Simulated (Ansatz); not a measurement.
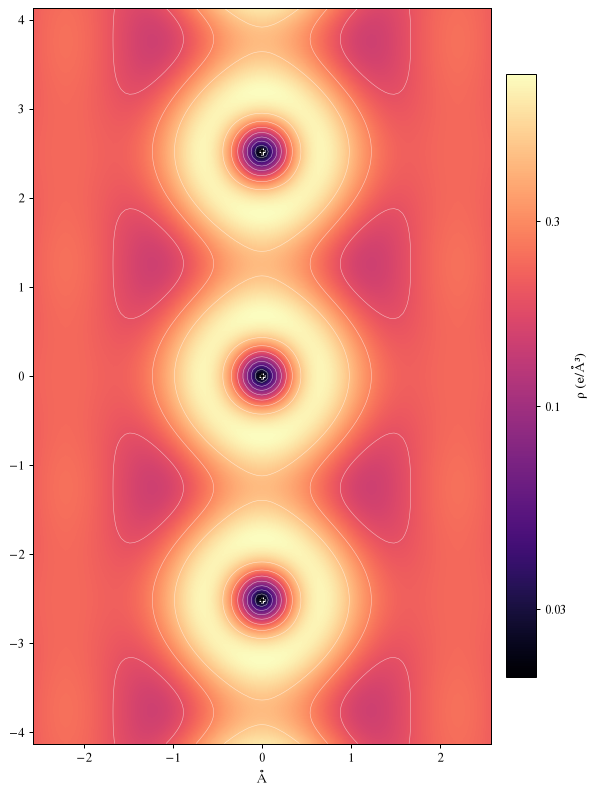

The valence electron density on a plane through atoms (crosses mark nuclei in the plane).

Theory: DFT, PBEsol, plane waves (420 eV) with PAW, scalar-relativistic (Ansatz 0.2.0).

Candidates:
A. Al, a = 2.71 Å, b = 2.71 Å, c = 8.98 Å, α = 90.00°, β = 90.00°, γ = 120.00°. Space group P6₃/mmc; set up as Al, dhcp; a generated structure, not necessarily the stable one; changed on purpose from its base cell (volume × 0.88); computed pressure about 14 GPa in this cell.
B. P, a = 4.44 Å, b = 4.44 Å, c = 2.52 Å, α = 90.00°, β = 90.00°, γ = 120.00°. Space group P6/mmm; set up as P, omega (AlB2-type); a generated structure, not necessarily the stable one; changed on purpose from its base cell (volume × 1.04); computed pressure about −4 GPa in this cell; computed without spin polarisation.

Which system is this?

Answer. Candidate B: P on the (100) plane of the conventional cell, which holds P. P–P (2.52 Å): the density is about 0.43 e/Å³ at the midpoint.
